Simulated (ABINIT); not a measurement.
## Run report: MoS2, band-structure run (part 1 of 2)

System: MoS2 (3 atoms in the cell).
Method: Kohn-Sham DFT of a periodic cell, PBEsol, PseudoDojo NC SR PBEsol v0.4.1 standard, no spin polarisation (ABINIT 10.8.3).

The structure derives from an entry of the Crystallography Open Database.

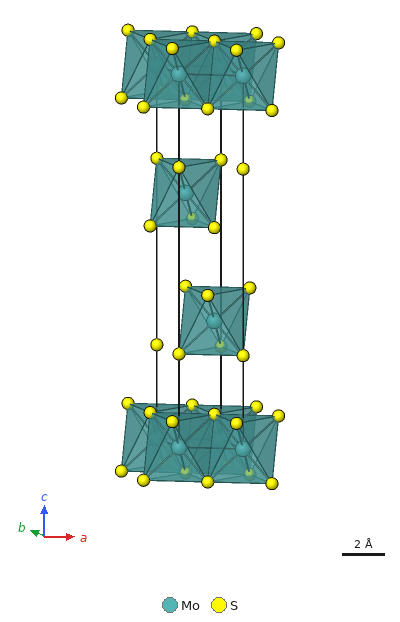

*The input geometry (polyhedral view of the cell 3 times as large as that of the calculation, set on its symmetry axes, seen slightly off an axis; polyhedra are completed across the faces of the cell). An atom can appear more than once, as a periodic image.*

**Input**
```
# Datasets: ground state, then fixed potential
ndtset 2

# Pseudopotentials
pp_dirpath "./"
pseudos "Mo.upf, S.upf"

# Structure
acell 3*1.0 Angstrom
rprim
     1.5855000000     0.9153888518     6.1149966667
    -1.5855000000     0.9153888518     6.1149966667
     0.0000000000    -1.8307777036     6.1149966667
ntypat 2
znucl 42 16
natom 3
typat 1 2 2
xred
     0.0000000000     0.0000000000     0.0000000000
     0.2500000000     0.2500000000     0.2500000000
     0.7500000000     0.7500000000     0.7500000000

# Plane-wave basis
ecut 40.0

# Exchange and correlation
ixc -116133

# Bands and occupations
occopt 3
tsmear 0.05 eV

# SCF cycle
nstep 100

# Output
iomode 3
prtwf 0
prteig 0
prtebands 0
enunit 1
prtden1 1
prtvha1 1
prtvclmb1 1
prtpot1 1
prtelf1 1

# Dataset 1
kptopt1 1
ngkpt1 10 10 10
nshiftk1 1
shiftk1 0.0 0.0 0.0
nband1 17
tolvrs1 1.0e-10

# Dataset 2: bands along G-L-B1
iscf2 -2
getden2 1
nband2 23
nbdbuf2 4
tolwfr2 1.0e-11
kptopt2 -2
ndivsm2 5
prteig2 1
prtvol2 -3
kptbounds2
     0.0000000000     0.0000000000     0.0000000000
     0.5000000000     0.0000000000     0.0000000000
     0.5000000000     0.1816058731    -0.1816058731
```

Machine: 1 thread of AMD EPYC (Zen 3), 32 GiB of memory available, shared host.

Run as:
```bash
abinit run.abi > log 2>&1
```

**Output**
```
.Version 10.8.3 of ABINIT
 DATASET    1 : space group R-3 m (#166); Bravais hR (rhombohedral)
================================================================================
 Values of the parameters that define the memory need for DATASET  1.
     intxc =       0    ionmov =       0      iscf =       7    lmnmax =       6
     lnmax =       6     mgfft =      72  mpssoang =       3    mqgrid =    3001
     natom =       3  nloc_mem =       1    nspden =       1   nspinor =       1
    nsppol =       1      nsym =      12    n1xccc =    2501    ntypat =       2
    occopt =       3   xclevel =       2
       mpw =        4395          nfft =      373248          nkpt =         116
================================================================================
================================================================================

 DATASET    2 : space group R-3 m (#166); Bravais hR (rhombohedral)
================================================================================
 Values of the parameters that define the memory need for DATASET  2.
     intxc =       0    ionmov =       0      iscf =      -2    lmnmax =       6
     lnmax =       6     mgfft =      72  mpssoang =       3    mqgrid =    3001
     natom =       3  nloc_mem =       1    nspden =       1   nspinor =       1
    nsppol =       1      nsym =      12    n1xccc =    2501    ntypat =       2
    occopt =       3   xclevel =       2
       mpw =        4353          nfft =      373248          nkpt =          14
================================================================================
================================================================================

--------------------------------------------------------------------------------
------------- Echo of variables that govern the present computation ------------
--------------------------------------------------------------------------------
 -outvars: echo values of preprocessed input variables --------
            acell      1.8897261259E+00  1.8897261259E+00  1.8897261259E+00 Bohr
              amu      9.59400000E+01  3.20660000E+01
             ecut      4.00000000E+01 Hartree
           enunit           1
           getden1          0
           getden2          1
             iscf1          7
             iscf2         -2
              ixc     -116133
           jdtset        1    2
           kptopt1          1
           kptopt2         -2
         kptrlatt       10    0    0      0   10    0      0    0   10
          kptrlen1     5.99232155E+01
          kptrlen2     3.00000000E+01
            natom           3
            nband1         17
            nband2         23
           nbdbuf1          0
           nbdbuf2          4
           ndtset           2
           ndivsm1          0
           ndivsm2          5
            ngfft          72      72      72
             nkpt1        116
             nkpt2         14
            nstep         100
             nsym          12
           ntypat           2
           occopt           3
        prtebands           0
           prteig1          0
           prteig2          1
           prtelf1          1
           prtelf2          0
           prtpot1          1
           prtpot2          0
         prtvclmb1          1
         prtvclmb2          0
           prtvha1          1
           prtvha2          0
           prtvol1          0
           prtvol2         -3
            prtwf           0
            rprim      1.5855000000E+00  9.1538885180E-01  6.1149966667E+00
                      -1.5855000000E+00  9.1538885180E-01  6.1149966667E+00
                       0.0000000000E+00 -1.8307777036E+00  6.1149966667E+00
           shiftk1     0.00000000E+00  0.00000000E+00  0.00000000E+00
           shiftk2     5.00000000E-01  5.00000000E-01  5.00000000E-01
          spgroup         166
           tolvrs1     1.00000000E-10
           tolvrs2     0.00000000E+00
           tolwfr1     0.00000000E+00
           tolwfr2     1.00000000E-11
           tsmear      1.83746611E-03 Hartree
            typat      1  2  2
           xangst      0.0000000000E+00  0.0000000000E+00  0.0000000000E+00
                       1.4744007187E-17 -7.9361833376E-18  4.5862475000E+00
                      -1.1727538823E-16 -2.9375236163E-16  1.3758742500E+01
            xcart      0.0000000000E+00  0.0000000000E+00  0.0000000000E+00
                       2.7862135581E-17 -1.4997212993E-17  8.6667517207E+00
                      -2.2161836506E-16 -5.5511151231E-16  2.6000255162E+01
             xred      0.0000000000E+00  0.0000000000E+00  0.0000000000E+00
                       2.5000000000E-01  2.5000000000E-01  2.5000000000E-01
                       7.5000000000E-01  7.5000000000E-01  7.5000000000E-01
            znucl       42.00000   16.00000

================================================================================

 chkinp: Checking input parameters for consistency, jdtset=   1.

 chkinp: Checking input parameters for consistency, jdtset=   2.

================================================================================
== DATASET  1 ==================================================================

--- !DatasetInfo
iteration_state: {dtset: 1, }
dimensions: {natom: 3, nkpt: 116, mband: 17, nsppol: 1, nspinor: 1, nspden: 1, mpw: 4395, }
cutoff_energies: {ecut:  40.0, pawecutdg:  -1.0, }
electrons: {nelect:   2.60000000E+01, charge:   0.00000000E+00, occopt:   3.00000000E+00, tsmear:   1.83746611E-03, }
meta: {optdriver: 0, ionmov: 0, optcell: 0, iscf: 7, paral_kgb: 0, }
...

 Real(R)+Recip(G) space primitive vectors, cartesian coordinates (Bohr,Bohr^-1):
 R(1)=  2.9961608  1.7298342 11.5556690  G(1)=  0.1668802  0.0963483  0.0288459
 R(2)= -2.9961608  1.7298342 11.5556690  G(2)= -0.1668802  0.0963483  0.0288459
 R(3)=  0.0000000 -3.4596685 11.5556690  G(3)=  0.0000000 -0.1926967  0.0288459
 Unit cell volume ucvol=  3.5934859E+02 bohr^3
 Angles (23,13,12)=  2.87642072E+01  2.87642072E+01  2.87642072E+01 degrees

 getcut: wavevector=  0.0000  0.0000  0.0000  ngfft=  72  72  72
         ecut(hartree)=     40.000   => boxcut(ratio)=   2.09746

--- Pseudopotential description ------------------------------------------------
- pspini: atom type   1  psp file is ./Mo.upf
12 -116133 2 -1 1640                          pspcod,pspxc,lmax,lloc,mmax
     nproj     2     2     2

- pspini: atom type   2  psp file is ./S.upf
12 -116133 2 -1 1146                          pspcod,pspxc,lmax,lloc,mmax
     nproj     2     2     2

   8.68054243E+02                                ecore*ucvol(ha*bohr**3)
--------------------------------------------------------------------------------

================================================================================

--- !BeginCycle
iteration_state: {dtset: 1, }
solver: {iscf: 7, nstep: 100, nline: 4, wfoptalg: 0, }
tolerances: {tolvrs: 1.00E-10, }
...

     iter   Etot(hartree)      deltaE(h)  residm     vres2
 ETOT  1  -92.140832623826    -9.214E+01 9.562E-02 7.334E+03
 ETOT  2  -91.016898075383     1.124E+00 1.407E-01 6.872E+04
 ETOT  3  -92.384109811116    -1.367E+00 7.755E-03 7.426E+01
 ETOT  4  -92.385585694645    -1.476E-03 1.241E-02 7.216E+00
 ETOT  5  -92.385846495953    -2.608E-04 5.508E-03 3.714E+00
 ETOT  6  -92.385899197937    -5.270E-05 2.247E-03 6.711E-01
 ETOT  7  -92.385907119805    -7.922E-06 1.280E-03 1.345E-02
 ETOT  8  -92.385907314226    -1.944E-07 8.317E-04 9.573E-06
 ETOT  9  -92.385907314467    -2.415E-10 7.073E-04 1.833E-06
 ETOT 10  -92.385907314540    -7.314E-11 3.538E-04 3.547E-07
 ETOT 11  -92.385907314544    -4.064E-12 2.690E-04 2.106E-09
 ETOT 12  -92.385907314550    -5.627E-12 1.658E-04 1.010E-10
 ETOT 13  -92.385907314547     3.311E-12 8.772E-05 3.944E-12

 At SCF step   13       vres2   =  3.94E-12 < tolvrs=  1.00E-10 =>converged.

 Compute ELF
--------------------------------------------------------------------------------

 Compute kinetic energy density

 Compute gradient of the electron density
 Electron Localization Function (ELF) [min:0;max:1]
)     Maximum=    9.4352E-01  at reduced coord.    0.7917    0.7917    0.8056
)     Minimum=    2.1566E-08  at reduced coord.    0.2500    0.2500    0.2500
   Integrated=    1.3953E+02

--------------------------------------------------------------------------------
 End of ELF section

 Cartesian components of stress tensor (hartree/bohr^3)
  sigma(1 1)= -4.10435236E-05  sigma(3 2)=  0.00000000E+00
  sigma(2 2)= -4.10435236E-05  sigma(3 1)=  0.00000000E+00
  sigma(3 3)= -2.16700660E-04  sigma(2 1)=  0.00000000E+00

--- !ResultsGS
iteration_state: {dtset: 1, }
comment   : Summary of ground state results
lattice_vectors:
- [  2.9961608,   1.7298342,  11.5556690, ]
- [ -2.9961608,   1.7298342,  11.5556690, ]
- [  0.0000000,  -3.4596685,  11.5556690, ]
lattice_lengths: [  12.06245,   12.06245,   12.06245, ]
lattice_angles: [ 28.764,  28.764,  28.764, ] # degrees, (23, 13, 12)
lattice_volume:   3.5934859E+02
convergence: {deltae:  3.311E-12, res2:  3.944E-12, residm:  8.772E-05, diffor: null, }
etotal    :  -9.23859073E+01
entropy   :   0.00000000E+00
fermie    :   3.20170117E-01
cartesian_stress_tensor: # hartree/bohr^3
- [ -4.10435236E-05,   0.00000000E+00,   0.00000000E+00, ]
- [  0.00000000E+00,  -4.10435236E-05,   0.00000000E+00, ]
- [  0.00000000E+00,   0.00000000E+00,  -2.16700660E-04, ]
pressure_GPa:   2.9302E+00
xred      :
- [  0.0000E+00,   0.0000E+00,   0.0000E+00, Mo]
- [  2.5000E-01,   2.5000E-01,   2.5000E-01,  S]
- [  7.5000E-01,   7.5000E-01,   7.5000E-01,  S]
cartesian_forces: # hartree/bohr
- [ -0.00000000E+00,  -0.00000000E+00,  -0.00000000E+00, ]
- [ -3.28452782E-19,   4.69485169E-18,  -1.49307360E-02, ]
- [  3.28452782E-19,  -4.69485169E-18,   1.49307360E-02, ]
force_length_stats: {min:   0.00000000E+00, max:   1.49307360E-02, mean:   9.95382402E-03, }
...

 Integrated electronic density in atomic spheres:
 ------------------------------------------------
 Atom  Sphere_radius  Integrated_density
    1        2.00000         10.52151101
    2        2.00000          3.93161674
    3        2.00000          3.93161674
================================================================================

 ----iterations are completed or convergence reached----

 Mean square residual over all n,k,spin=   73.456E-09; max=  87.716E-06
 reduced coordinates (array xred) for    3 atoms
       0.000000000000      0.000000000000      0.000000000000
       0.250000000000      0.250000000000      0.250000000000
       0.750000000000      0.750000000000      0.750000000000
 rms dE/dt=  1.4087E-01; max dE/dt=  1.7253E-01; dE/dt below (all hartree)
    1       0.000000000000      0.000000000000      0.000000000000
    2       0.172534642887      0.172534642887      0.172534642887
    3      -0.172534642887     -0.172534642887     -0.172534642887

 cartesian coordinates (angstrom) at end:
    1      0.00000000000000     0.00000000000000     0.00000000000000
    2      0.00000000000000    -0.00000000000000     4.58624750002500
    3     -0.00000000000000    -0.00000000000000    13.75874250007500

 cartesian forces (hartree/bohr) at end:
    1     -0.00000000000000    -0.00000000000000    -0.00000000000000
    2     -0.00000000000000     0.00000000000000    -0.01493073602838
    3      0.00000000000000    -0.00000000000000     0.01493073602838
 frms,max,avg= 7.0384165E-03 1.4930736E-02   0.000E+00  0.000E+00  0.000E+00 h/b

 cartesian forces (eV/Angstrom) at end:
    1     -0.00000000000000    -0.00000000000000    -0.00000000000000
    2     -0.00000000000000     0.00000000000000    -0.76776931604306
    3      0.00000000000000    -0.00000000000000     0.76776931604306
 frms,max,avg= 3.6192993E-01 7.6776932E-01   0.000E+00  0.000E+00  0.000E+00 e/A
 length scales=  1.889726125908  1.889726125908  1.889726125908 bohr
              =  1.000000000000  1.000000000000  1.000000000000 angstroms
 Fermi (or HOMO) energy (eV) =   8.71227   Average Vxc (eV)= -11.14881
 Eigenvalues (   eV  ) for nkpt= 116  k points:
 kpt#   1, nband= 17, wtk=  0.00100, kpt=  0.0000  0.0000  0.0000 (reduced coord)
 -53.02041  -27.13222  -27.03418  -27.03418   -6.50705   -4.85004    1.56843    4.45679
   4.45679    6.92821    7.42027    7.62868    7.62868    8.45534    8.45534   12.07491
  12.07491
 prteigrs : prtvol=0 or 1, do not print more k-points.

--- !EnergyTerms
iteration_state     : {dtset: 1, }
comment             : Components of total free energy in Hartree
kinetic             :  3.00412210450252E+01
hartree             :  2.72655670104931E+01
xc                  : -1.65894974292906E+01
Ewald energy        : -5.96419614093765E+01
psp_core            :  2.41563282144803E+00
local_psp           : -8.75195238944167E+01
non_local_psp       :  1.16428724565783E+01
internal            : -9.23856893995392E+01
'-kT*entropy'       : -2.17915007538008E-04
total_energy        : -9.23859073145467E+01
total_energy_eV     : -2.51394860762153E+03
band_energy         : -8.09046736506215E+00
...

 Cartesian components of stress tensor (hartree/bohr^3)
  sigma(1 1)= -4.10435236E-05  sigma(3 2)=  0.00000000E+00
  sigma(2 2)= -4.10435236E-05  sigma(3 1)=  0.00000000E+00
  sigma(3 3)= -2.16700660E-04  sigma(2 1)=  0.00000000E+00

-Cartesian components of stress tensor (GPa)         [Pressure=  2.9302E+00 GPa]
- sigma(1 1)= -1.20754216E+00  sigma(3 2)=  0.00000000E+00
- sigma(2 2)= -1.20754216E+00  sigma(3 1)=  0.00000000E+00
- sigma(3 3)= -6.37555353E+00  sigma(2 1)=  0.00000000E+00

================================================================================
== DATASET  2 ==================================================================

--- !DatasetInfo
iteration_state: {dtset: 2, }
dimensions: {natom: 3, nkpt: 14, mband: 23, nsppol: 1, nspinor: 1, nspden: 1, mpw: 4353, }
cutoff_energies: {ecut:  40.0, pawecutdg:  -1.0, }
electrons: {nelect:   2.60000000E+01, charge:   0.00000000E+00, occopt:   3.00000000E+00, tsmear:   1.83746611E-03, }
meta: {optdriver: 0, ionmov: 0, optcell: 0, iscf: -2, paral_kgb: 0, }
...

 mkfilename : getden/=0, take file _DEN from output of DATASET   1.

 Real(R)+Recip(G) space primitive vectors, cartesian coordinates (Bohr,Bohr^-1):
 R(1)=  2.9961608  1.7298342 11.5556690  G(1)=  0.1668802  0.0963483  0.0288459
 R(2)= -2.9961608  1.7298342 11.5556690  G(2)= -0.1668802  0.0963483  0.0288459
 R(3)=  0.0000000 -3.4596685 11.5556690  G(3)=  0.0000000 -0.1926967  0.0288459
 Unit cell volume ucvol=  3.5934859E+02 bohr^3
 Angles (23,13,12)=  2.87642072E+01  2.87642072E+01  2.87642072E+01 degrees

 getcut: wavevector=  0.0000  0.0000  0.0000  ngfft=  72  72  72
         ecut(hartree)=     40.000   => boxcut(ratio)=   2.09746
```
